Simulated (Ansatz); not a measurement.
**Geometry relaxation, with input and output: C (part 1 of 2)**

System: C (slab, 24 atoms in the cell).
Method: DFT PBE+D3(BJ), scalar-relativistic, plane waves, PAW, no spin polarisation (Ansatz 0.2.0).

The structure derives from an entry of the Crystallography Open Database. The input holds or restrains some coordinates. Forces given for the steps count only the free coordinates. It belongs to a series of runs on one base structure; here: clean slab, lower half held.

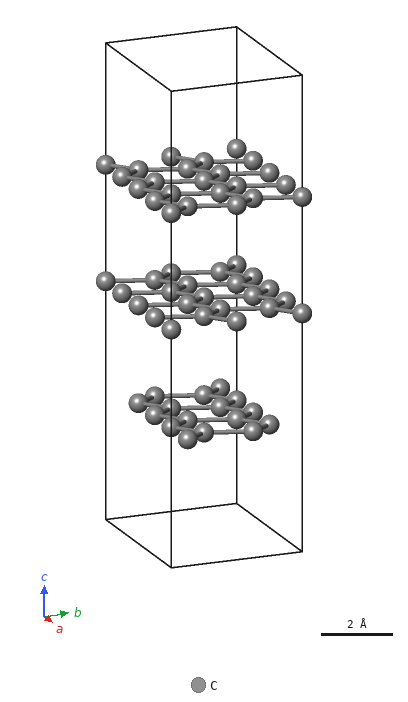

*The input geometry (ball-and-stick view of the 2 × 1 repeat of the cell, with the vacuum cut short, seen slightly off an axis). An atom can appear more than once, as a periodic image.*

### Key numbers

```tsv
quantity	value
outcome	converged under the restraints of the input
electrons treated	96
free energy	−6025.5299 eV
work function, top face	4.28 eV
work function, bottom face	4.28 eV
Fermi energy	0.510 eV
gap on the k-point mesh	0.02 eV
final volume	498.85 Å³
work function (upper face)	4.28 eV
largest force (length of the vector) at the end, held atoms and coordinates included	0.017 eV/Å
hardware	4 threads of Arm Neoverse V2, 24 GiB of memory available, shared host
wall time	15 s (CPU time 57 s)
peak memory	1 GiB
```

### Input
```yaml
crystal:
  lattice:
    - [4.9300990165, 0.0, 0.0]
    - [-2.4650495082, 4.2695909914, 0.0]
    - [0.0, 0.0, 23.69871234]
  atoms:
    - { symbol: C, position: [0.8333333333, 0.6666666667, 0.3586692761] }
    - { symbol: C, position: [0.8333333333, 0.1666666667, 0.3586692761] }
    - { symbol: C, position: [0.3333333333, 0.6666666667, 0.3586692761] }
    - { symbol: C, position: [0.3333333333, 0.1666666667, 0.3586692761] }
    - { symbol: C, position: [0.6666666667, 0.3333333333, 0.3587372126] }
    - { symbol: C, position: [0.6666666667, 0.8333333333, 0.3587372126] }
    - { symbol: C, position: [0.1666666667, 0.3333333333, 0.3587372126] }
    - { symbol: C, position: [0.1666666667, 0.8333333333, 0.3587372126] }
    - { symbol: C, position: [0.1666666667, 0.8333333333, 0.4999660318] }
    - { symbol: C, position: [0.1666666667, 0.3333333333, 0.4999660318] }
    - { symbol: C, position: [0.6666666667, 0.8333333333, 0.4999660318] }
    - { symbol: C, position: [0.6666666667, 0.3333333333, 0.4999660318] }
    - { symbol: C, position: [0.0, 0.5, 0.5000339682] }
    - { symbol: C, position: [0.0, 0.0, 0.5000339682] }
    - { symbol: C, position: [0.5, 0.5, 0.5000339682] }
    - { symbol: C, position: [0.5, 0.0, 0.5000339682] }
    - { symbol: C, position: [0.5, 0.0, 0.6412627874] }
    - { symbol: C, position: [0.5, 0.5, 0.6412627874] }
    - { symbol: C, position: [0.0, 0.0, 0.6412627874] }
    - { symbol: C, position: [0.0, 0.5, 0.6412627874] }
    - { symbol: C, position: [0.3333333333, 0.6666666667, 0.6413307239] }
    - { symbol: C, position: [0.3333333333, 0.1666666667, 0.6413307239] }
    - { symbol: C, position: [0.8333333333, 0.6666666667, 0.6413307239] }
    - { symbol: C, position: [0.8333333333, 0.1666666667, 0.6413307239] }
basis:
  ecutwfc: 420
kpoints:
  mp_grid: { grid: [6, 6, 1] }
hamiltonian:
  xc: pbe
  dispersion: d3bj
scf:
  occupations: { method: gaussian, width: 0.05 }
output:
  forces: true
  eigenvalues: true
relax:
  adjacent_minimum: "off"
  f_tol: 0.03
  max_steps: 70
  constraints: [{ sites: [0, 1, 2, 3, 4, 5, 6, 7] }]
efield:
  axis: 3
  dipole_correction: true
  ramp_width: 0.04
```

Launched with:
```bash
ansatz run input.yaml --threads 4 --pin off --max-ram 10240MiB --backend cpu --events-out ev --progress --plain --runs-dir out
```

### Output
```
Engine: ansatz 0.2.0, aarch64-unknown-linux-gnu
Pseudopotentials: kind: paw
Pseudopotential: C, paw, valence charge 4, recommended cutoff 420 eV (normal), C.paw.azcp
Functional definition: PBE
  parameter kappa = 0.804
  parameter beta = 0.06672455060314922
  exchange = pbe_x(kappa = kappa, mu = beta*pi^2/3)
  correlation = pbe_c(beta = beta)
Crystal: 24 atoms, lattice volume = 498.846 Å³
Basis set: ecut = 420 eV, 9769 PW (Γ), exchange–correlation on 72×72×320 points (8 copies of the dense FFT grid, shifted against one another)
Bands: 72, of which v1, the nominal top of the filled ones, is band 48 counted from 1 (47 counted from 0)
Symmetry: 24 space group operations
k-points: 7 of 36 (time reversal used)
Non-local potential: C, projectors of the file, l = 0: 2, l = 1: 2, l = 2: 1
PAW form: soft (Blöchl's): semilocal exchange-correlation on the pseudo side does not see the compensation charge
PAW one-centre angular grid: C, 110 points (default); XC on 64 Gauss nodes
Initial density: superposition of atomic densities (neutral atoms: chi_scale 0, normalization atom), corrected by the library's trained network
Initial wavefunctions: pseudopotential atomic-orbital guess
Functional: x = pbe(κ = 0.804, μ = 0.2195149727645171), c = pbe(β = 0.06672455060314922)
SCF iter   1: F=—  HF=-6025.528623 eV  |F-HF|=—  |Δ(HF+E_count)|=         —  Δρ=2.15e-3  dr2=2.62e-2  ethr=1.77e-3  p=0.000 e·Å  D=1.21e-14 V/Å  ΔV_dip=-0.00 eV  dr2_dipole=7.55e-9  V_vac-E_F(+/−)=4.54/4.54 eV  ⟨swp⟩=14.0  Hψ=3751  notcnv=0  defer=54
efield: sawtooth ramp at fractional position 0.9800 (placed from the atoms, in the widest stretch of the axis that holds none; the zero of the levels goes with the place), width 0.0400; the density the first Hamiltonian is built on has a dipole p = 0.000 e·Å; the dipole correction subtracts the counter field D = 1.21e-14 V/Å, which shifts the + side's vacuum level by -0.00 eV against the − side's; the planar-averaged density in the ramp window peaks in size at 1.6e-5 e/Å³
preconditioner: auto → LDOS  [metal: Δε(μ)=0.017 eV  Ē_g=14.890 eV  σ=0.050 eV  W_gap=0.19  n_scr=80 (ndim 8)  ℏωp=16.3 eV  f_vac=0.566  D(μ)=2.44/eV (n_scr^D=6)  β→1.0]
SCF iter   2: F=—  HF=-6025.531649 eV  |F-HF|=—  |Δ(HF+E_count)|=   3.03e-3  Δρ=7.91e-4  dr2=9.49e-3  ethr=2.73e-5  p=0.000 e·Å  D=6.80e-7 V/Å  ΔV_dip=-0.00 eV  dr2_dipole=4.70e-9  V_vac-E_F(+/−)=4.23/4.23 eV  ⟨swp⟩=4.3  Hψ=1177  notcnv=0  defer=114
SCF iter   3: F=—  HF=-6025.530398 eV  |F-HF|=—  |Δ(HF+E_count)|=   1.25e-3  Δρ=3.47e-4  dr2=3.03e-3  ethr=9.89e-6  p=0.000 e·Å  D=6.60e-7 V/Å  ΔV_dip=-0.00 eV  dr2_dipole=3.48e-9  V_vac-E_F(+/−)=4.30/4.30 eV  ⟨swp⟩=2.6  Hψ=688  notcnv=0  defer=117
SCF iter   4: F=—  HF=-6025.529861 eV  |F-HF|=—  |Δ(HF+E_count)|=   5.37e-4  Δρ=1.07e-4  dr2=1.09e-4  ethr=3.16e-6  p=-0.000 e·Å  D=-9.92e-8 V/Å  ΔV_dip=0.00 eV  dr2_dipole=2.38e-10  V_vac-E_F(+/−)=4.28/4.28 eV  ⟨swp⟩=2.9  Hψ=594  notcnv=0  defer=113
iter 5 did not close the SCF: its close was put off for the readings that it lacked (scf_convergence_deferred on its scf_iter line)
SCF iter   5: F=-6025.529891 eV  HF=-6025.529885 eV  |F-HF|=5.79e-6  |Δ(HF+E_count)|=   2.37e-5  Δρ=4.66e-5  dr2=8.96e-6  ethr=1.13e-7  p=0.000 e·Å  D=1.27e-7 V/Å  ΔV_dip=-0.00 eV  dr2_dipole=3.93e-11  V_vac-E_F(+/−)=4.28/4.28 eV  ⟨swp⟩=2.0  Hψ=751  notcnv=0  defer=113
SCF iter   6: F=-6025.529895 eV  HF=-6025.529894 eV  |F-HF|=1.62e-6  |Δ(HF+E_count)|=   9.05e-6  Δρ=9.46e-6  dr2=2.45e-7  ethr=9.34e-9  p=0.000 e·Å  D=7.06e-8 V/Å  ΔV_dip=-0.00 eV  dr2_dipole=5.07e-13  V_vac-E_F(+/−)=4.28/4.28 eV  ⟨swp⟩=20.9  Hψ=3682  notcnv=0
SCF 1 converged in 6 iterations: F = -6025.529895 eV  dr2 = 2.45e-7
  greatest PAW one-centre occupation: 0.673 electrons in one spin orbital (limit 2), on the C atom at site 19 (counted from 0), in its partial waves of l = 0
relax step   1: F+E_penalty+E_count = -6025.52989543 eV  Δ(F+E_penalty+E_count) = +0.000e0 eV  max|allowed force component| = 1.718e-2 eV/Å  Δτ_max = 0.0000 Å  (6 SCF iters, dr2 threshold 2.25e-5 eV, accepted)
Initial density: handed on by an earlier stage of this run
Initial wavefunctions: those handed on with the density
iter 1 solved again at ethr=2.58e-10 eV; its pass at ethr=3.10e-3 eV (dr2=2.47e-7 eV) is discarded
SCF iter   1: F=—  HF=-6025.529932 eV  |F-HF|=—  |Δ(HF+E_count)|=         —  Δρ=9.54e-6  dr2=2.47e-7  ethr=2.58e-10  p=0.000 e·Å  D=7.06e-8 V/Å  ΔV_dip=-0.00 eV  dr2_dipole=9.64e-14  V_vac-E_F(+/−)=4.28/4.28 eV  ⟨swp⟩=1.0  Hψ=1218  notcnv=0
efield: sawtooth ramp at fractional position 0.9800 (handed on by an earlier solve), width 0.0400; the density the first Hamiltonian is built on has a dipole p = 0.000 e·Å; the dipole correction subtracts the counter field D = 7.06e-8 V/Å, which shifts the + side's vacuum level by -0.00 eV against the − side's; the planar-averaged density in the ramp window peaks in size at 2.1e-7 e/Å³
preconditioner: auto → LDOS  [metal: Δε(μ)=0.017 eV  Ē_g=14.794 eV  σ=0.050 eV  W_gap=0.19  n_scr=80 (ndim 8)  ℏωp=16.3 eV  f_vac=0.565  D(μ)=2.43/eV (n_scr^D=6)  β→1.0]
SCF iter   2: F=—  HF=-6025.529895 eV  |F-HF|=—  |Δ(HF+E_count)|=   3.69e-5  Δρ=3.72e-6  dr2=1.42e-7  ethr=2.57e-10  p=0.000 e·Å  D=1.84e-8 V/Å  ΔV_dip=-0.00 eV  dr2_dipole=5.59e-14  V_vac-E_F(+/−)=4.28/4.28 eV  ⟨swp⟩=2.0  Hψ=727  notcnv=0
SCF iter   3: F=—  HF=-6025.529895 eV  |F-HF|=—  |Δ(HF+E_count)|=   1.13e-7  Δρ=3.56e-6  dr2=1.38e-7  ethr=1.04e-10  p=0.000 e·Å  D=1.40e-8 V/Å  ΔV_dip=-0.00 eV  dr2_dipole=8.03e-14  V_vac-E_F(+/−)=4.28/4.28 eV  ⟨swp⟩=11.4  Hψ=2314  notcnv=0
iter 4 did not close the SCF: its close was put off until two iterations running show no level that it waits for move by more than its bar (scf_convergence_deferred on its scf_iter line)
SCF iter   4: F=-6025.529896 eV  HF=-6025.529896 eV  |F-HF|=3.89e-9  |Δ(HF+E_count)|=   1.11e-8  Δρ=3.01e-7  dr2=5.11e-10  ethr=1.04e-10  p=0.000 e·Å  D=3.62e-9 V/Å  ΔV_dip=-0.00 eV  dr2_dipole=3.33e-14  V_vac-E_F(+/−)=4.28/4.28 eV  ⟨swp⟩=7.4  Hψ=2038  notcnv=0
SCF iter   5: F=-6025.529896 eV  HF=-6025.529896 eV  |F-HF|=4.16e-10  |Δ(HF+E_count)|=   3.72e-9  Δρ=7.13e-8  dr2=1.29e-11  ethr=1.00e-12  p=-0.000 e·Å  D=-1.45e-9 V/Å  ΔV_dip=0.00 eV  dr2_dipole=2.33e-15  V_vac-E_F(+/−)=4.28/4.28 eV  ⟨swp⟩=2.3  Hψ=1403  notcnv=0
SCF 2 converged in 5 iterations: F = -6025.529896 eV  dr2 = 1.29e-11
  greatest PAW one-centre occupation: 0.673 electrons in one spin orbital (limit 2), on the C atom at site 7 (counted from 0), in its partial waves of l = 0
relax step   2: F+E_penalty+E_count = -6025.52989551 eV  Δ(F+E_penalty+E_count) = -8.038e-8 eV  max|allowed force component| = 1.714e-2 eV/Å  Δτ_max = 0.0000 Å  (5 SCF iters, accepted)
```

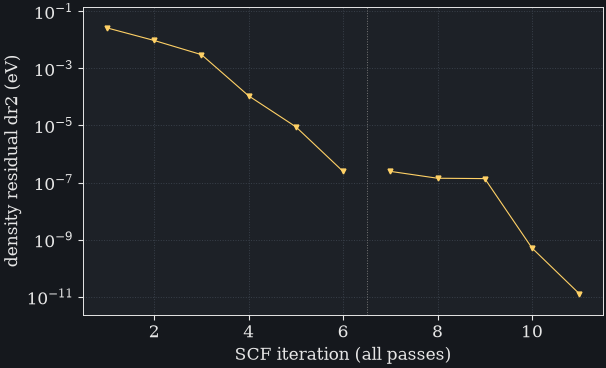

*Convergence of the self-consistent field: density residual dr2 against the SCF iteration. The dotted lines part the SCF passes of the relaxation: geometry steps, rejected trials and re-solves on a re-selected basis.*

The passes take 6 and 5 iterations.

```
SCF converged after 5 iterations
Free energy (F): -6025.529896 eV
Harris-Foulkes:  -6025.529896 eV  (|F-HF|=4.16e-10)
Internal energy: -6025.526852 eV  (E = F + TS)
E sigma→0 (E₀):  -6025.528374 eV
Entropy (-TS):   -0.003043 eV (-0.127 meV/atom)
Fermi energy:    0.510262 eV
Dipole field:    D = 0.000000 V/Å  (p = 0.000000 e·Å, saw-weighted, corrected)
Work function:   Φ+ = 4.2780 eV   Φ− = 4.2779 eV
Levels:          The Fermi level and band energies are counted from a zero that moves with the ramp; work functions are not
--- Per-component energies (eV) ---
  E_band       = -828.277483
  E_kinetic    = 2181.958631
  E_local      = -59204.021527  (includes V_loc(G=0)·N_el)
  E_nonlocal   = 655.277132
  E_hartree    = 28564.118061
  E_xc         = -1152.086865
  E_vxc        = -1426.424062  (∫ρ·V_xc dr)
  E_paw        = -2384.271963  (= ΣΔE_a)
  E_vpaw       = -163.303576  (= ΣTr[D̂ρ^β])
  E_aug_tail   = 0.000179  (compensation charges beyond the density's cutoff)
  E_efield     = 0.000000  (sawtooth field / dipole correction)
  E_vefield    = 0.000000  (∫n·V_field dr)
  E_ewald      = 25316.663579
  E_disp       = -3.164079  (pairwise vdW)
  E_smearing   = -0.003043  (= −TS)
  E_closure    = -0.000000  (closes the sum)
  Σ components = -6025.529896   (vs F -6025.529896, Δ=0.00e0)
--- Forces (eV/Å), atoms counted from 1 ---
  atom   1  C      0.00000000     0.00000000     0.00974350
  atom   2  C      0.00000000     0.00000000     0.00974350
  atom   3  C     -0.00000000     0.00000000     0.00974350
  atom   4  C     -0.00000000     0.00000000     0.00974350
  atom   5  C      0.00000000    -0.00000000    -0.01714418
  atom   6  C      0.00000000    -0.00000000    -0.01714418
  atom   7  C      0.00000000    -0.00000000    -0.01714418
  atom   8  C     -0.00000000    -0.00000000    -0.01714418
  atom   9  C      0.00000000     0.00000000    -0.00026974
  atom  10  C     -0.00000000     0.00000000    -0.00026974
  atom  11  C     -0.00000000     0.00000000    -0.00026974
  atom  12  C     -0.00000000     0.00000000    -0.00026974
  atom  13  C      0.00000000    -0.00000000     0.00026973
  atom  14  C     -0.00000000    -0.00000000     0.00026973
  atom  15  C      0.00000000    -0.00000000     0.00026973
  atom  16  C      0.00000000    -0.00000000     0.00026973
  atom  17  C     -0.00000000     0.00000000     0.01714418
  atom  18  C     -0.00000000     0.00000000     0.01714418
  atom  19  C     -0.00000000     0.00000000     0.01714418
  atom  20  C     -0.00000000     0.00000000     0.01714418
  atom  21  C      0.00000000    -0.00000000    -0.00974350
  atom  22  C      0.00000000    -0.00000000    -0.00974350
  atom  23  C      0.00000000    -0.00000000    -0.00974350
  atom  24  C      0.00000000    -0.00000000    -0.00974350
  max |Σ_I F_I| component: 3.52e-8 eV/Å
--- Band table (eV; the first three rows and the last of 7) ---
```
